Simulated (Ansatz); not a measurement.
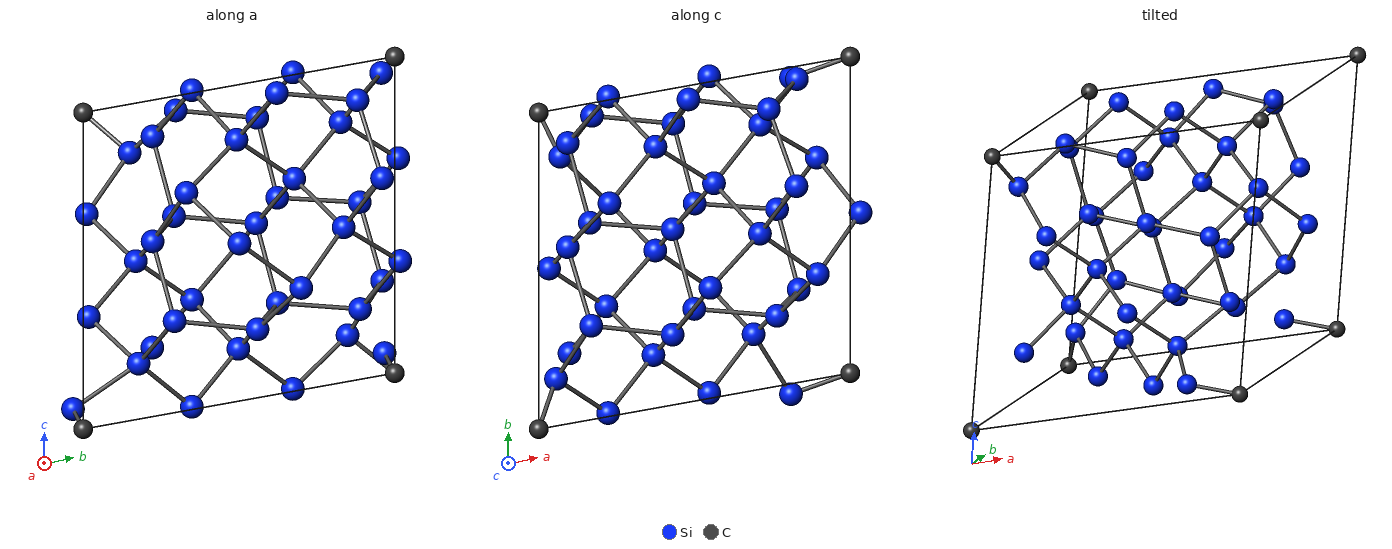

The figure gives a ball-and-stick picture of the atoms, viewed along the a axis, along the c axis and slightly off an axis. One simulation cell is framed, with atoms on its boundary repeated. Cell: a = 9.220 Å, b = 9.220 Å, c = 9.220 Å, α = 77.59°, β = 77.59°, γ = 77.59°.

Notes on the structure:

Its composition is Si₃₆C. No point symmetry survives, so the space group is P1. One cell contains 36 Si, 1 C, 37 atoms in all.

Provenance: a structure listed in the Materials Project, repeated into a supercell with a point defect put in. The atoms were relaxed in a fixed cell with DFT PBE, scalar-relativistic, plane waves, PAW (Ansatz).
